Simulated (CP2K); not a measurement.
# Energy of Sb along an even scaling of the cell

System: Sb (Pm-3m, 1 atom in the cell).
Method: Kohn-Sham DFT of a periodic cell, PBE, GTH-PBE with UZH-TZVP basis, no spin polarisation (CP2K 2026.2).

The 6 runs differ only in the geometry, by an even scaling of the cell at fixed fractional positions. The structure derives from an entry of the Crystallography Open Database.

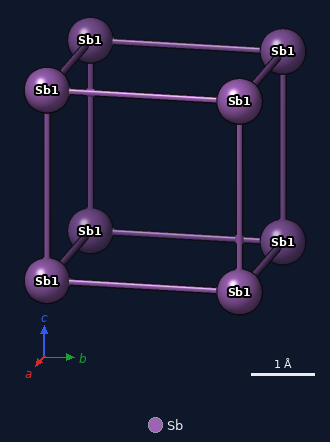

Figure 1. The structure of run 4 (ball-and-stick view of the cell of the calculation, seen slightly off an axis; atoms are numbered from 1 in the order of the input).

### Input of run 4
```
&GLOBAL
  PROJECT sb_eos
  RUN_TYPE ENERGY_FORCE
  PRINT_LEVEL LOW
&END GLOBAL
&FORCE_EVAL
  METHOD QS
  STRESS_TENSOR ANALYTICAL
  &DFT
    BASIS_SET_FILE_NAME BASIS_MOLOPT_UZH
    POTENTIAL_FILE_NAME POTENTIAL_UZH
    WFN_RESTART_FILE_NAME previous-RESTART.kp
    &MGRID
      CUTOFF 450
      REL_CUTOFF 60
      NGRIDS 4
    &END MGRID
    &QS
      METHOD GPW
      EPS_DEFAULT 1.0E-10
    &END QS
    &KPOINTS
      SCHEME MONKHORST-PACK 8 8 8
      GAMMA_CENTERED T
      SYMMETRY T
      SYMMETRY_BACKEND SPGLIB
    &END KPOINTS
    &SCF
      SCF_GUESS RESTART
      EPS_SCF 1.0E-6
      MAX_SCF 100
      ADDED_MOS 8
      CHOLESKY OFF
      EPS_EIGVAL 1.0E-7
      &DIAGONALIZATION ON
        ALGORITHM STANDARD
      &END DIAGONALIZATION
      &MIXING ON
        METHOD BROYDEN_MIXING
        ALPHA 0.4
        BETA 1.5
        NBUFFER 8
      &END MIXING
      &SMEAR ON
        METHOD FERMI_DIRAC
        ELECTRONIC_TEMPERATURE 580.23
      &END SMEAR
    &END SCF
    &XC
      &XC_FUNCTIONAL PBE
      &END XC_FUNCTIONAL
    &END XC
    &PRINT
      &KPOINTS ON
      &END KPOINTS
      &MULLIKEN ON
      &END MULLIKEN
      &MO ON
        ENERGIES T
        OCCUPATION_NUMBERS T
        &EACH
          QS_SCF 0
        &END EACH
        ADD_LAST NUMERIC
      &END MO
    &END PRINT
  &END DFT
  &SUBSYS
    &CELL
      A 3.1809277622 0.0000000000 0.0000000000
      B 0.0000000000 3.1809277622 0.0000000000
      C 0.0000000000 0.0000000000 3.1809277622
      PERIODIC XYZ
    &END CELL
    &COORD
      SCALED
      Sb  0.0000000000 0.0000000000 0.0000000000
    &END COORD
    &KIND Sb
      BASIS_SET TZVP-MOLOPT-PBE-GTH-q5
      POTENTIAL GTH-PBE-q5
    &END KIND
    &PRINT
      &ATOMIC_COORDINATES ON
      &END ATOMIC_COORDINATES
      &CELL ON
      &END CELL
      &SYMMETRY ON
      &END SYMMETRY
    &END PRINT
  &END SUBSYS
  &PRINT
    &FORCES ON
    &END FORCES
    &STRESS_TENSOR ON
    &END STRESS_TENSOR
  &END PRINT
&END FORCE_EVAL
```

Command:
```bash
OMP_NUM_THREADS=1 cp2k.psmp -i sb_eos.inp -o sb_eos.out
```

Lattice vectors (Å) and fractional positions of run 4:
```
   3.180928    0.000000    0.000000
   0.000000    3.180928    0.000000
   0.000000    0.000000    3.180928
Sb  0.000000  0.000000  0.000000
```

Run 2 differs from it as follows:
```diff
-      A 3.1809277622 0.0000000000 0.0000000000
-      B 0.0000000000 3.1809277622 0.0000000000
-      C 0.0000000000 0.0000000000 3.1809277622
+      A 3.1172920620 0.0000000000 0.0000000000
+      B 0.0000000000 3.1172920620 0.0000000000
+      C 0.0000000000 0.0000000000 3.1172920620
```

### Results, with one run withheld

```tsv
run	volume per atom (Å³)	free energy per atom, from the lowest run given (meV)	pressure (GPa)
1	29.661	5.68	2.01
2	30.292	?	?
3	30.923	0.00	−0.47
4	32.186	11.70	−2.43
5	32.817	22.90	−3.24
6	33.448	37.13	−3.97
```

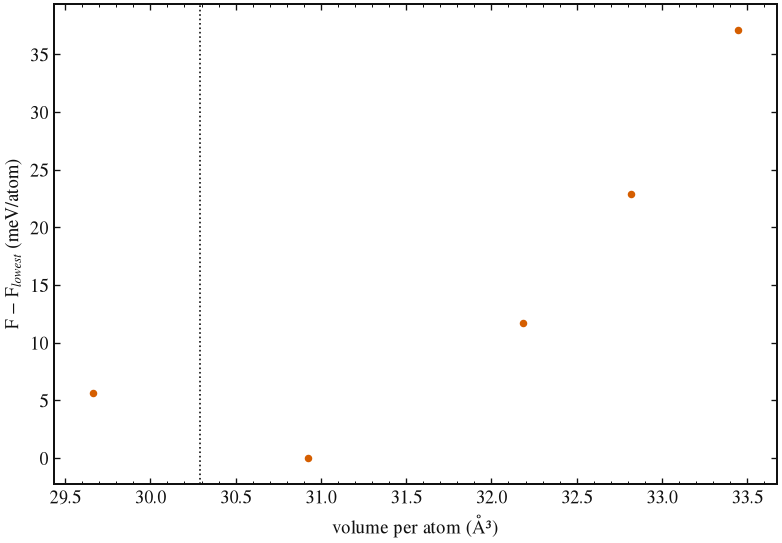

Figure 2. Free energy per atom of the runs given; the dotted line marks run 2.

Estimate the energy of run 2 from the others.

A cubic polynomial in V^(−2/3) (the Birch–Murnaghan form), fitted to the 5 runs given, misses them by under 0.01 meV per atom. With x = V^(−2/3) − 0.09972 Å⁻², it reads F = 6.0099 − 5395.5 x + 1.1281e+06 x² + 4.0624e+06 x³ (meV per atom). At run 2 it gives 0.41 meV per atom, and the run itself gives 0.41. The slope of the fit gives a pressure −dF/dV of 0.70 GPa there, and the run prints 0.70 GPa. The fit has its minimum at 30.661 Å³ per atom, where V d²F/dV² gives 56 GPa: the bulk modulus at this level, since symmetry fixes the shape and the positions.

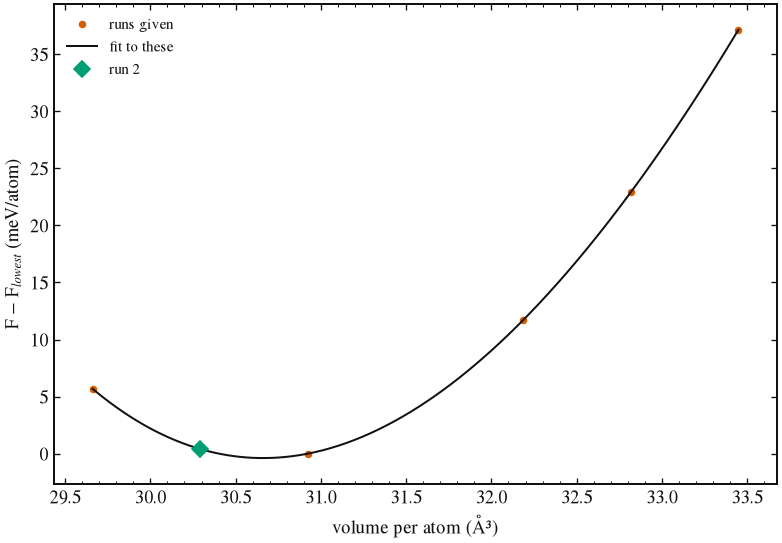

Figure 3. The fit and the withheld run.

### Some lines of the output (run 2)
```
[...]
 CELL| Volume [angstrom^3]:                                            30.292316
 CELL_REF| Volume [angstrom^3]:                                        30.292316
                        Smear method:                                FERMI_DIRAC
  Step     Update method      Time    Convergence         Total energy    Change
  Fermi energy:                                                 0.18566543787069
  Total energy:                                                -5.52888282828634
  Total energy (extrapolated to T->0):                         -5.52875020291533
 MO| E(Fermi):            0.185665 a.u.          5.052213 eV
 MO| Band gap:            0.249726 a.u.          6.795384 eV
 MO| Band gap:            0.277439 a.u.          7.549486 eV
 MO| Band gap:            0.233524 a.u.          6.354512 eV
 MO| Band gap:            0.231383 a.u.          6.296246 eV
```
